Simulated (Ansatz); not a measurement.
Si

Input file:

```
crystal:
  lattice:
    - [1.6381358371, -1.8981551747, 0.0]
    - [1.6381358371, 1.8981551747, 0.0]
    - [-0.0629169598, 0.0, 2.5784812513]
  atoms:
    - { symbol: Si, position: [0.0, 0.0, 0.5] }
basis:
  ecutwfc: 420
kpoints:
  mp_grid: { grid: [22, 22, 22] }
hamiltonian:
  xc: pbe
scf:
  occupations: { method: gaussian, width: 0.1 }
output:
  forces: true
  stress: true
  eigenvalues: true
  write_density: true
  write_potential: true
  elf: true
  volumetric_format: npy
relax:
  adjacent_minimum: "off"
  f_tol: 0.01
  max_steps: 80
  cell: { stress_tol: 0.05 }
```

Run with:

```sh
ansatz run input.yaml --threads 1 --pin off --max-ram 2560MiB --backend cpu --events-out ev --progress --plain --runs-dir out
```

Below, planes, directions and counts refer to the conventional cell (a = 2.53 Å, b = 2.53 Å, c = 2.53 Å, α = 90.00°, β = 90.00°, γ = 90.01°).

The fields are those of the run's last geometry, not of the input's.

Space group Pm-3m; a structure generated by program, which may or may not match a known phase.

The calculation used Ansatz, DFT PBE, scalar-relativistic, plane waves, PAW.

Question: What can the converged valence pseudo-density and electron localisation function tell about the bonding?

Answer: Si–Si (2.53 Å): the density is about 0.39 e/Å³ at the midpoint; the ELF peaks at about 0.85 between the atoms.

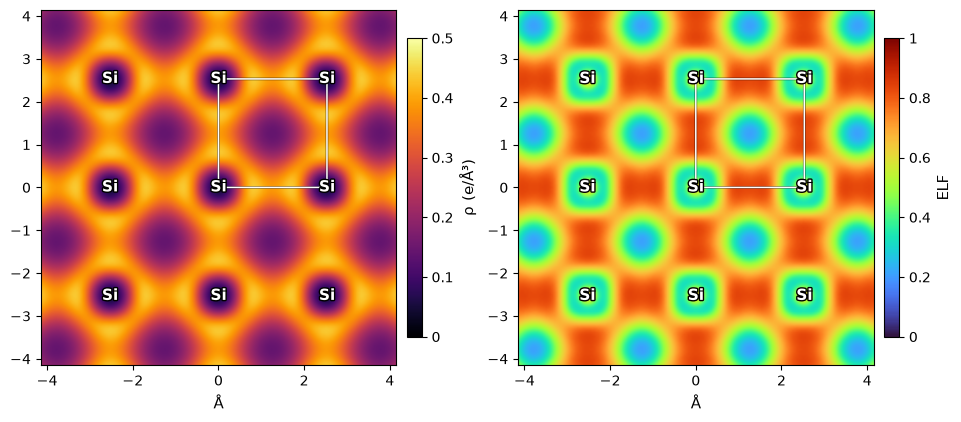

Computed valence pseudo-density and electron localisation function on the (100) plane of the conventional cell, in this order. 

Core electrons are frozen (PAW), and the valence fields are smoothed inside the atomic spheres.
